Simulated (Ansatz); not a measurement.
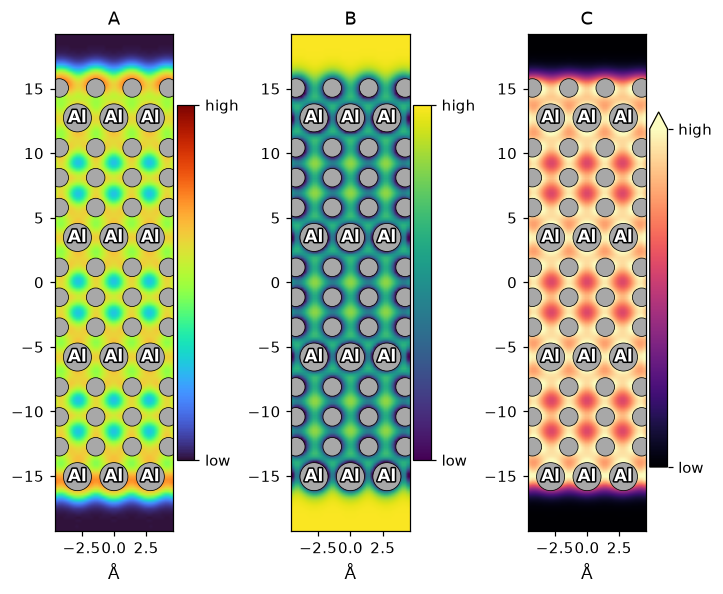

Al (slab): 3 fields on the (010) plane of the calculation cell, a cut from vacuum to vacuum, with unlabelled colour scales. Grey discs cover the atomic cores.

Changed on purpose from its base cell (repeats removed: -1).

These are results of DFT r2SCAN, scalar-relativistic, plane waves, PAW in Ansatz 0.2.0, not measurements.

Question: Which field does each panel show? The fields are: electron localisation function, electrostatic potential energy of an electron and valence pseudo-density.

Answer: Panel A: electron localisation function. Panel B: electrostatic potential energy of an electron (low next to the atoms, rising into the space between them). Panel C: valence pseudo-density. From the grid: Al–Al (2.82 Å): ρ at the midpoint is about 0.22 e/Å³; the ELF peaks at about 0.70 between the atoms.
